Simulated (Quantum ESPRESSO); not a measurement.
## Band-structure run of Bi (part 1 of 2)

- system: Bi (Im-3m, 1 atom in the cell)
- method: Kohn-Sham DFT of a periodic cell, PBE, SG15 PBE 1.2, no spin polarisation (Quantum ESPRESSO 7.5)

The structure derives from a Materials Project entry.

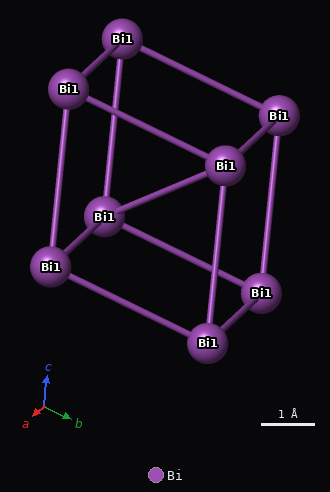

*The input geometry (ball-and-stick view of the cell of the calculation, seen slightly off an axis; atoms are numbered from 1 in the order of the input). An atom can appear more than once, as a periodic image.*

Near neighbours in the periodic cell (some may lie outside the picture): Bi has 8 Bi at 3.43 Å.

Input
```
&CONTROL
  calculation = 'scf'
  prefix = 'pwscf'
  outdir = './tmp'
  pseudo_dir = './pseudo'
  tprnfor = .true.
  tstress = .true.
  disk_io = 'low'
/
&SYSTEM
  ibrav = 0
  A = 3.43193835
  nat = 1
  ntyp = 1
  ecutwfc = 66
  nbnd = 13
  occupations = 'smearing'
  smearing = 'fd'
  degauss = 0.00367493
/
&ELECTRONS
  conv_thr = 2d-10
  electron_maxstep = 120
  mixing_beta = 0.5
/
ATOMIC_SPECIES
Bi   208.9804 Bi_ONCV_PBE-1.2.upf
CELL_PARAMETERS alat
  -0.5773502697    0.5773502697    0.5773502697
   0.5773502697   -0.5773502697    0.5773502697
   0.5773502697    0.5773502697   -0.5773502697
ATOMIC_POSITIONS alat
Bi     0.0000000000    0.0000000000    0.0000000000
K_POINTS automatic
9 9 9 0 0 0
```

File pp_density.in
```
&INPUTPP
  prefix = 'pwscf'
  outdir = './tmp'
  filplot = 'density.dat'
  plot_num = 0
/
&PLOT
  nfile = 1
  filepp(1) = 'density.dat'
  iflag = 3
  output_format = 6
  fileout = 'density.cube'
/
```

File pp_potential.in
```
&INPUTPP
  prefix = 'pwscf'
  outdir = './tmp'
  filplot = 'potential.dat'
  plot_num = 11
/
&PLOT
  nfile = 1
  filepp(1) = 'potential.dat'
  iflag = 3
  output_format = 6
  fileout = 'potential.cube'
/
```

File pp_elf.in
```
&INPUTPP
  prefix = 'pwscf'
  outdir = './tmp'
  filplot = 'elf.dat'
  plot_num = 8
/
&PLOT
  nfile = 1
  filepp(1) = 'elf.dat'
  iflag = 3
  output_format = 6
  fileout = 'elf.cube'
/
```

File bands.in
```
&CONTROL
  calculation = 'bands'
  prefix = 'pwscf'
  outdir = './tmp'
  pseudo_dir = './pseudo'
  disk_io = 'low'
  verbosity = 'high'
/
&SYSTEM
  ibrav = 0
  A = 3.43193835
  nat = 1
  ntyp = 1
  ecutwfc = 66
  nbnd = 13
  occupations = 'smearing'
  smearing = 'fd'
  degauss = 0.00367493
/
&ELECTRONS
  conv_thr = 1d-08
  electron_maxstep = 120
  mixing_beta = 0.5
  diago_full_acc = .true.
  startingwfc = 'random'
/
ATOMIC_SPECIES
Bi   208.9804 Bi_ONCV_PBE-1.2.upf
CELL_PARAMETERS alat
  -0.5773502697    0.5773502697    0.5773502697
   0.5773502697   -0.5773502697    0.5773502697
   0.5773502697    0.5773502697   -0.5773502697
ATOMIC_POSITIONS alat
Bi     0.0000000000    0.0000000000    0.0000000000
K_POINTS crystal
60
 0.0000000000  0.0000000000  0.0000000000 1
 0.0416666667 -0.0416666667  0.0416666667 1
 0.0833333333 -0.0833333333  0.0833333333 1
 0.1250000000 -0.1250000000  0.1250000000 1
 0.1666666667 -0.1666666667  0.1666666667 1
 0.2083333333 -0.2083333333  0.2083333333 1
 0.2500000000 -0.2500000000  0.2500000000 1
 0.2916666667 -0.2916666667  0.2916666667 1
 0.3333333333 -0.3333333333  0.3333333333 1
 0.3750000000 -0.3750000000  0.3750000000 1
 0.4166666667 -0.4166666667  0.4166666667 1
 0.4583333333 -0.4583333333  0.4583333333 1
 0.5000000000 -0.5000000000  0.5000000000 1
 0.4375000000 -0.4375000000  0.5000000000 1
 0.3750000000 -0.3750000000  0.5000000000 1
 0.3125000000 -0.3125000000  0.5000000000 1
 0.2500000000 -0.2500000000  0.5000000000 1
 0.1875000000 -0.1875000000  0.5000000000 1
 0.1250000000 -0.1250000000  0.5000000000 1
 0.0625000000 -0.0625000000  0.5000000000 1
 0.0000000000  0.0000000000  0.5000000000 1
 0.0000000000  0.0000000000  0.4444444444 1
 0.0000000000  0.0000000000  0.3888888889 1
 0.0000000000  0.0000000000  0.3333333333 1
 0.0000000000  0.0000000000  0.2777777778 1
 0.0000000000  0.0000000000  0.2222222222 1
 0.0000000000  0.0000000000  0.1666666667 1
 0.0000000000  0.0000000000  0.1111111111 1
 0.0000000000  0.0000000000  0.0555555556 1
 0.0000000000  0.0000000000  0.0000000000 1
 0.0227272727  0.0227272727  0.0227272727 1
 0.0454545455  0.0454545455  0.0454545455 1
 0.0681818182  0.0681818182  0.0681818182 1
 0.0909090909  0.0909090909  0.0909090909 1
 0.1136363636  0.1136363636  0.1136363636 1
 0.1363636364  0.1363636364  0.1363636364 1
 0.1590909091  0.1590909091  0.1590909091 1
 0.1818181818  0.1818181818  0.1818181818 1
 0.2045454545  0.2045454545  0.2045454545 1
 0.2272727273  0.2272727273  0.2272727273 1
 0.2500000000  0.2500000000  0.2500000000 1
 0.2708333333  0.1875000000  0.2708333333 1
 0.2916666667  0.1250000000  0.2916666667 1
 0.3125000000  0.0625000000  0.3125000000 1
 0.3333333333  0.0000000000  0.3333333333 1
 0.3541666667 -0.0625000000  0.3541666667 1
 0.3750000000 -0.1250000000  0.3750000000 1
 0.3958333333 -0.1875000000  0.3958333333 1
 0.4166666667 -0.2500000000  0.4166666667 1
 0.4375000000 -0.3125000000  0.4375000000 1
 0.4583333333 -0.3750000000  0.4583333333 1
 0.4791666667 -0.4375000000  0.4791666667 1
 0.5000000000 -0.5000000000  0.5000000000 1
 0.2500000000  0.2500000000  0.2500000000 1
 0.2083333333  0.2083333333  0.2916666667 1
 0.1666666667  0.1666666667  0.3333333333 1
 0.1250000000  0.1250000000  0.3750000000 1
 0.0833333333  0.0833333333  0.4166666667 1
 0.0416666667  0.0416666667  0.4583333333 1
 0.0000000000  0.0000000000  0.5000000000 1
```

Command:
```bash
OMP_NUM_THREADS=1 pw.x -in pw.in > pw.out
OMP_NUM_THREADS=1 pp.x -in pp_density.in > pp_density.out
OMP_NUM_THREADS=1 pp.x -in pp_potential.in > pp_potential.out
OMP_NUM_THREADS=1 pp.x -in pp_elf.in > pp_elf.out
OMP_NUM_THREADS=1 pw.x -in bands.in > bands.out
```

Output
```
This program is part of the open-source Quantum ESPRESSO suite
     for quantum simulation of materials; please cite
         "P. Giannozzi et al., J. Phys.:Condens. Matter 21 395502 (2009);
         "P. Giannozzi et al., J. Phys.:Condens. Matter 29 465901 (2017);
         "P. Giannozzi et al., J. Chem. Phys. 152 154105 (2020);
          URL
     in publications or presentations arising from this work. More details at

     Message from routine setup:
     using ibrav=0 with symmetry is DISCOURAGED, use correct ibrav instead

     G-vector sticks info
     --------------------
     sticks:   dense  smooth     PW     G-vecs:    dense   smooth      PW
     Sum         841     841    261                15299    15299    2587

     Using Slab Decomposition

     bravais-lattice index     =            0
     lattice parameter (alat)  =       6.4854  a.u.
     unit-cell volume          =     209.9874 (a.u.)^3
     number of atoms/cell      =            1
     number of atomic types    =            1
     number of electrons       =        15.00
     number of Kohn-Sham states=           13
     kinetic-energy cutoff     =      66.0000  Ry
     charge density cutoff     =     264.0000  Ry
     scf convergence threshold =      2.0E-10
     mixing beta               =       0.5000
     number of iterations used =            8  plain     mixing
     Exchange-correlation= PBE
                           (   1   4   3   4   0   0   0)

     celldm(1)=   6.485424  celldm(2)=   0.000000  celldm(3)=   0.000000
     celldm(4)=   0.000000  celldm(5)=   0.000000  celldm(6)=   0.000000

     crystal axes: (cart. coord. in units of alat)
               a(1) = (  -0.577350   0.577350   0.577350 )
               a(2) = (   0.577350  -0.577350   0.577350 )
               a(3) = (   0.577350   0.577350  -0.577350 )

     reciprocal axes: (cart. coord. in units 2 pi/alat)
               b(1) = ( -0.000000  0.866025  0.866025 )
               b(2) = (  0.866025 -0.000000  0.866025 )
               b(3) = (  0.866025  0.866025  0.000000 )

     PseudoPot. # 1 for Bi read from file:
     Bi_ONCV_PBE-1.2.upf
     Pseudo is Norm-conserving, Zval = 15.0
     Generated using ONCVPSP code by D. R. Hamann
     Using radial grid of  602 points,  8 beta functions with:
                l(1) =   0
                l(2) =   0
                l(3) =   1
                l(4) =   1
                l(5) =   2
                l(6) =   2
                l(7) =   3
                l(8) =   3

     atomic species   valence    mass     pseudopotential
     Bi               15.00   208.98040     Bi( 1.00)

     48 Sym. Ops., with inversion, found

   Cartesian axes

     site n.     atom                  positions (alat units)
         1        Bi     tau(   1) = (   0.0000000   0.0000000   0.0000000  )

     number of k points=    35  Fermi-Dirac smearing, width (Ry)=  0.0037
                       cart. coord. in units 2pi/alat
        k(    1) = (   0.0000000   0.0000000   0.0000000), wk =   0.0027435
        k(    2) = (   0.0962250   0.0962250   0.0000000), wk =   0.0329218
        k(    3) = (   0.1924501   0.1924501   0.0000000), wk =   0.0329218
        k(    4) = (   0.2886751   0.2886751   0.0000000), wk =   0.0329218
        k(    5) = (   0.3849002   0.3849002   0.0000000), wk =   0.0329218
        k(    6) = (   0.1924501   0.0962250   0.0962250), wk =   0.0658436
        k(    7) = (   0.2886751   0.1924501   0.0962250), wk =   0.1316872
        k(    8) = (   0.3849002   0.2886751   0.0962250), wk =   0.1316872
        k(    9) = (   0.4811252   0.3849002   0.0962250), wk =   0.0658436
        k(   10) = (   0.3849002   0.1924501   0.1924501), wk =   0.0658436
        k(   11) = (   0.4811252   0.2886751   0.1924501), wk =   0.1316872
        k(   12) = (   0.5773503   0.2886751   0.2886751), wk =   0.0219479
        k(   13) = (   0.1924501   0.1924501   0.1924501), wk =   0.0219479
        k(   14) = (   0.2886751   0.2886751   0.1924501), wk =   0.0658436
        k(   15) = (   0.3849002   0.3849002   0.1924501), wk =   0.0658436
        k(   16) = (  -0.0000000  -0.0000000   0.1924501), wk =   0.0164609
        k(   17) = (   0.3849002   0.2886751   0.2886751), wk =   0.0658436
        k(   18) = (   0.4811252   0.3849002   0.2886751), wk =   0.0658436
        k(   19) = (   0.0000000  -0.0962250   0.2886751), wk =   0.0658436
        k(   20) = (  -0.0000000  -0.1924501   0.3849002), wk =   0.0658436
        k(   21) = (   0.0962250  -0.0962250   0.3849002), wk =   0.0658436
        k(   22) = (   0.0000000  -0.2886751   0.4811252), wk =   0.0658436
        k(   23) = (   0.0962250  -0.1924501   0.4811252), wk =   0.1316872
        k(   24) = (  -0.7698004  -0.2886751  -0.2886751), wk =   0.0658436
        k(   25) = (  -0.6735753  -0.1924501  -0.2886751), wk =   0.0658436
        k(   26) = (   0.3849002   0.3849002   0.3849002), wk =   0.0219479
        k(   27) = (   0.0000000   0.0000000   0.3849002), wk =   0.0164609
        k(   28) = (  -0.0000000  -0.0962250   0.4811252), wk =   0.0658436
        k(   29) = (   0.0000000  -0.1924501   0.5773503), wk =   0.0658436
        k(   30) = (   0.0962250  -0.0962250   0.5773503), wk =   0.0658436
        k(   31) = (  -0.7698004  -0.1924501  -0.1924501), wk =   0.0658436
        k(   32) = (  -0.0000000  -0.0000000   0.5773503), wk =   0.0164609
        k(   33) = (   0.0000000  -0.0962250   0.6735753), wk =   0.0658436
        k(   34) = (  -0.7698004  -0.0962250  -0.0962250), wk =   0.0219479
        k(   35) = (   0.0000000   0.0000000   0.7698004), wk =   0.0164609

     Dense  grid:    15299 G-vectors     FFT dimensions: (  36,  36,  36)

     Initial potential from superposition of free atoms

     starting charge      14.9238, renormalised to      15.0000
     Starting wfcs are random

     Self-consistent Calculation

     iteration #  1     ecut=    66.00 Ry     beta= 0.50
     Davidson diagonalization with overlap
     ethr =  1.00E-02,  avg # of iterations =  7.4

     Threshold (ethr) on eigenvalues was too large:
     Diagonalizing with lowered threshold

     Davidson diagonalization with overlap
     ethr =  5.57E-05,  avg # of iterations =  4.9

     total energy              =    -135.90012717 Ry
     estimated scf accuracy    <       0.00567626 Ry

     iteration #  2     ecut=    66.00 Ry     beta= 0.50
     Davidson diagonalization with overlap
     ethr =  3.78E-05,  avg # of iterations =  2.0

     total energy              =    -135.90084203 Ry
     estimated scf accuracy    <       0.00040270 Ry

     iteration #  3     ecut=    66.00 Ry     beta= 0.50
     Davidson diagonalization with overlap
     ethr =  2.68E-06,  avg # of iterations =  4.0

     total energy              =    -135.90089139 Ry
     estimated scf accuracy    <       0.00004359 Ry

     iteration #  4     ecut=    66.00 Ry     beta= 0.50
     Davidson diagonalization with overlap
     ethr =  2.91E-07,  avg # of iterations =  1.1

     total energy              =    -135.90089350 Ry
     estimated scf accuracy    <       0.00000012 Ry

     iteration #  5     ecut=    66.00 Ry     beta= 0.50
     Davidson diagonalization with overlap
     ethr =  7.96E-10,  avg # of iterations =  3.1

     total energy              =    -135.90089362 Ry
     estimated scf accuracy    <       0.00000004 Ry

     iteration #  6     ecut=    66.00 Ry     beta= 0.50
     Davidson diagonalization with overlap
     ethr =  2.71E-10,  avg # of iterations =  2.0

     total energy              =    -135.90089362 Ry
     estimated scf accuracy    <       0.00000001 Ry

     iteration #  7     ecut=    66.00 Ry     beta= 0.50
     Davidson diagonalization with overlap
     ethr =  8.61E-11,  avg # of iterations =  1.9

     total energy              =    -135.90089362 Ry
     estimated scf accuracy    <          2.6E-10 Ry

     iteration #  8     ecut=    66.00 Ry     beta= 0.50
     Davidson diagonalization with overlap
     ethr =  1.76E-12,  avg # of iterations =  2.0

     End of self-consistent calculation

          k = 0.0000 0.0000 0.0000 (  1865 PWs)   bands (ev):

   -10.5523 -10.5523 -10.5523 -10.4248 -10.4248  -1.0225  17.6078  17.6078
    17.6078  21.6226  22.9655  22.9655  22.9655

          k = 0.0962 0.0962 0.0000 (  1909 PWs)   bands (ev):

   -10.5569 -10.5444 -10.5282 -10.4301 -10.4257  -0.7980  15.6005  16.9686
    17.4074  21.3019  22.0572  22.7142  23.1846

          k = 0.1925 0.1925 0.0000 (  1910 PWs)   bands (ev):

   -10.5686 -10.5287 -10.4664 -10.4401 -10.4280  -0.1410  12.4834  15.7565
    16.8907  19.8560  21.0829  22.8752  24.3978

          k = 0.2887 0.2887 0.0000 (  1912 PWs)   bands (ev):

   -10.5819 -10.5232 -10.4403 -10.4305 -10.3951   0.8607   9.6566  14.7159
    16.3329  18.9506  20.4294  23.6960  25.1997

          k = 0.3849 0.3849 0.0000 (  1904 PWs)   bands (ev):

   -10.5905 -10.5279 -10.4328 -10.4322 -10.3479   1.8449   7.7243  14.1425
    15.9948  18.5189  20.1052  24.6794  25.9527

          k = 0.1925 0.0962 0.0962 (  1912 PWs)   bands (ev):
```
